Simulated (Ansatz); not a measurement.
```yaml
crystal:
  lattice:
    - [5.08943, 0.00000, 0.00000]
    - [0.00000, 5.08943, 0.00000]
    - [0.00000, 0.00000, 5.08943]
  atoms:
    - { symbol: Zr, position: [0.00000, 0.00000, 0.00000] }
    - { symbol: Zr, position: [0.50000, 0.50000, 0.00000] }
    - { symbol: Zr, position: [0.50000, 0.00000, 0.50000] }
    - { symbol: Zr, position: [0.00000, 0.50000, 0.50000] }
    - { symbol: O, position: [0.25000, 0.25000, 0.25000] }
    - { symbol: O, position: [0.75000, 0.75000, 0.25000] }
    - { symbol: O, position: [0.75000, 0.25000, 0.75000] }
    - { symbol: O, position: [0.25000, 0.75000, 0.75000] }
    - { symbol: O, position: [0.75000, 0.25000, 0.25000] }
    - { symbol: O, position: [0.25000, 0.75000, 0.25000] }
    - { symbol: O, position: [0.25000, 0.25000, 0.75000] }
    - { symbol: O, position: [0.75000, 0.75000, 0.75000] }
```

Space group Fm-3m; started from the fluorite prototype, which need not be the ambient phase; computed pressure about −3 GPa in this cell.

Theory: DFT, HSE06, plane waves, PAW in Ansatz.

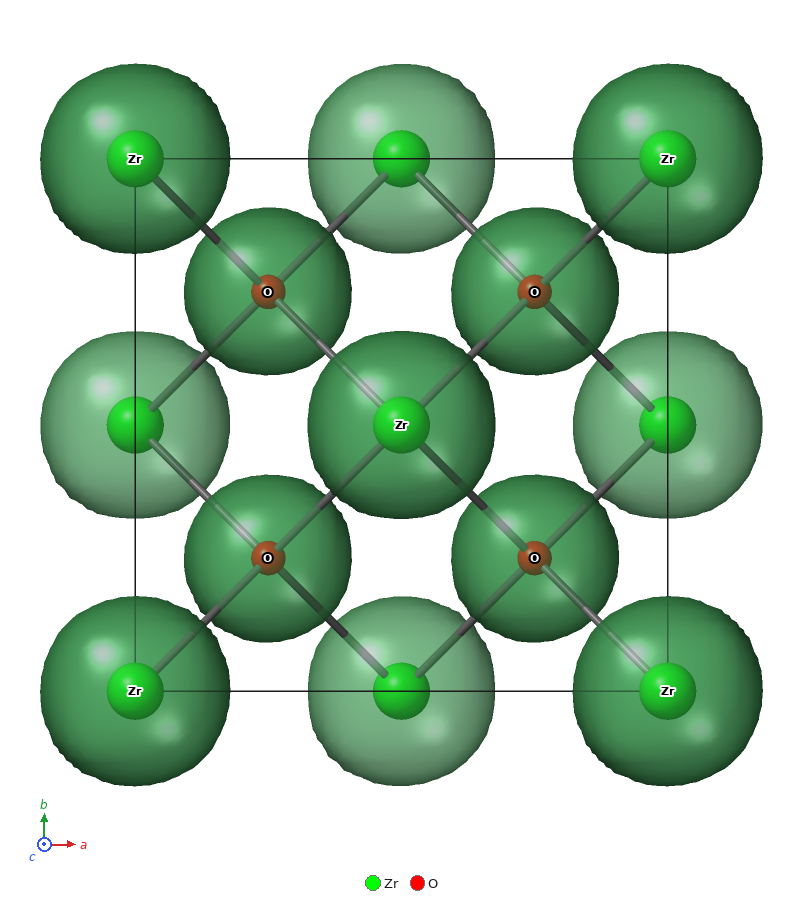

ZrO₂. Isosurface of the valence electron density at 0.8 e/Å³ (green), seen along the c axis. Sticks mark near contacts.

What does this surface tell about the bonding?

Answer. At this value the density breaks into separate islands; it holds about 70 % of the electrons treated as valence (semicore included). It bridges none of the near contacts. It is pinched off along the shortest Zr–O (2.20 Å) contacts. On the grid the lowest density along these lines, outside the cores, is 0.52 e/Å³ (Zr–O, 2.20 Å).

Does the calculation give a band gap?

Answer. It is gapped, with a Kohn–Sham gap of 5.0 eV on the k-point mesh, an upper bound to the gap of this method.
